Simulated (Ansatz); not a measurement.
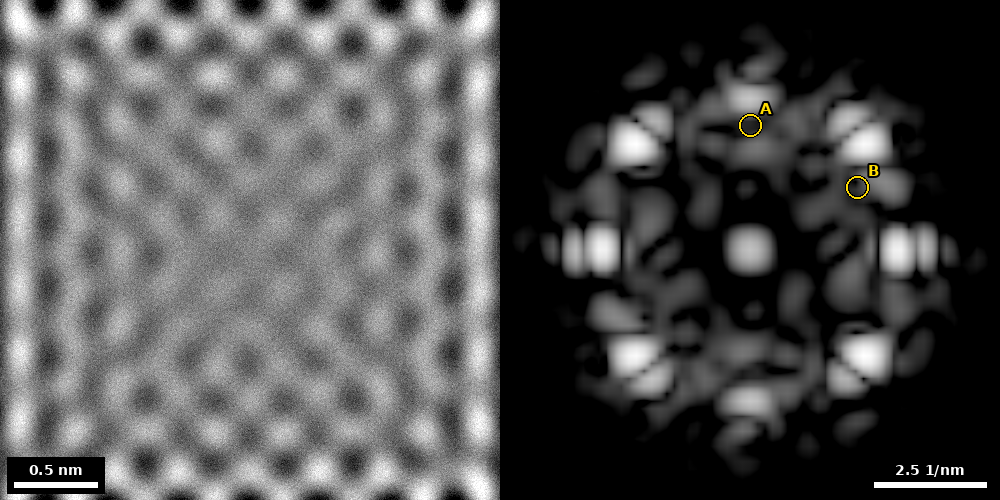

HRTEM-like image of Cr (P6/mmm, No. 191) along [001]. Simulated in the weak-phase-object approximation with neutral-atom potentials: 80 kV, Cs = 0.50 mm, defocus −548 Å (negative is underfocus), defocus spread 40 Å, aperture 0.35 1/Å. Shot noise and the speckle of an amorphous layer were added. Structure: the geometry relaxed with DFT, LDA (PW92), plane waves (420 eV) with PAW, scalar-relativistic in Ansatz; the starting structure was generated, so it need not be a known form of this composition.

The right panel is the modulus of the image's Fourier transform on a logarithmic scale.

a = 4.152 Å, b = 4.152 Å, c = 2.230 Å, α = 90.00°, β = 90.00°, γ = 120.00°

**Index the marked spots and give their plane spacings (the zone axis points at the viewer; indices equivalent by symmetry, or all signs reversed, are as good).**

A: (-1 0 0), d = 3.60 Å; B: (-1 1 0), d = 3.60 Å. A and B enclose 60°, and every spot obeys the zone law hu + kv + lw = 0 for [001].
